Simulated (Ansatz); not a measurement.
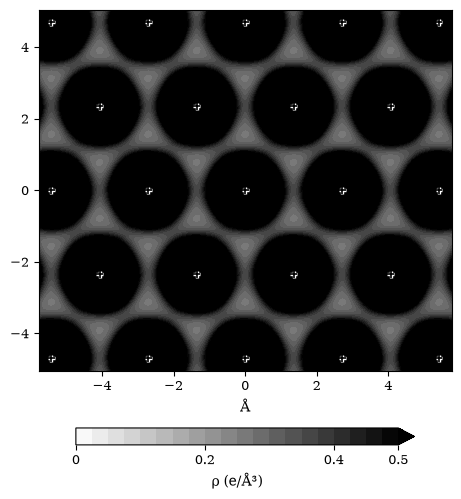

The valence charge density (pseudo) on a plane through atoms (crosses mark nuclei in the plane).

These are results of DFT PBE, scalar-relativistic, plane waves, PAW (Ansatz), not measurements.

Candidates:
A. BAs, a = 3.40 Å, b = 3.40 Å, c = 5.89 Å, α = 73.22°, β = 73.22°, γ = 60.00°. Space group F-43m.
B. Rh, a = 5.42 Å, b = 5.42 Å, c = 5.42 Å, α = 60.00°, β = 60.00°, γ = 60.00°. Space group Fm-3m; computed without spin polarisation.
C. InP, a = 5.96 Å, b = 5.96 Å, c = 5.96 Å, α = 90.00°, β = 90.00°, γ = 90.00°. Space group F-43m.

**Which system is this?**

Candidate B: Rh on the (001) plane of the calculation cell, which holds Rh. Rh–Rh (2.71 Å): ρ at the midpoint is about 0.35 e/Å³.
